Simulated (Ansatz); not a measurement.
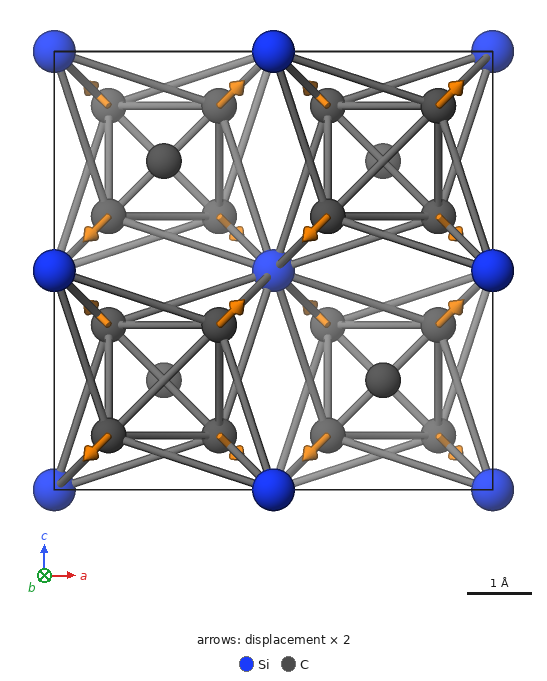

A relaxation of crystalline SiC$_{5}$ (a generated structure, set up in F-43m) (coarse preliminary run). The starting structure is drawn; orange arrows show the displacements (the part carried along by the change of the cell is left out), magnified 2 times.

Style: ball-and-stick. Shown: the conventional cell (4 times the calculation's cell), along the b axis. Lengths and directions refer to the drawn axes.

Level of theory: DFT PBE, scalar-relativistic, plane waves, PAW in Ansatz. Set-up: plane-wave cutoff 420 eV; k-point mesh 4 × 4 × 4; occupations gaussian; smearing width 0.1 eV; collinear spin; cell and atoms relaxed; force threshold 0.04 eV/Å; at most 70 steps.

Q: Which element moves most?

A: Carbon: up to 0.35 Å, against 0.00 Å for silicon.

Q: What happened in the run?

A: The energy falls by 7.204 eV per cell of the calculation in 8 accepted moves (10 points after the start). Largest force component: 0.14 eV/Å at the start, 0.0035 eV/Å at the end. Pressure: −25.37 GPa at the start and −0.37 GPa at the end. The line search rejected the trial step at point 4 of the run. The SCF was repeated once at an unchanged geometry on a basis and grid sized afresh for the cell, which shifted the energy by 14.7 meV per cell of the calculation at most. The largest moves relative to the cell, 0.35 Å, are those of C atoms. Si stays in place. The volume changes by −29.5 %, with a = b = c 6.879 → 6.124 Å (−11.0 %). Near-neighbour distances that change, for instance: C–C 2.412 → 1.568 Å, C–Si 2.979 → 2.652 Å, C–C 2.452 → 2.762 Å, C–Si 2.854 → 2.627 Å. The space group stays F-43m (No. 216). The program noted that the starting moments weren't kept.
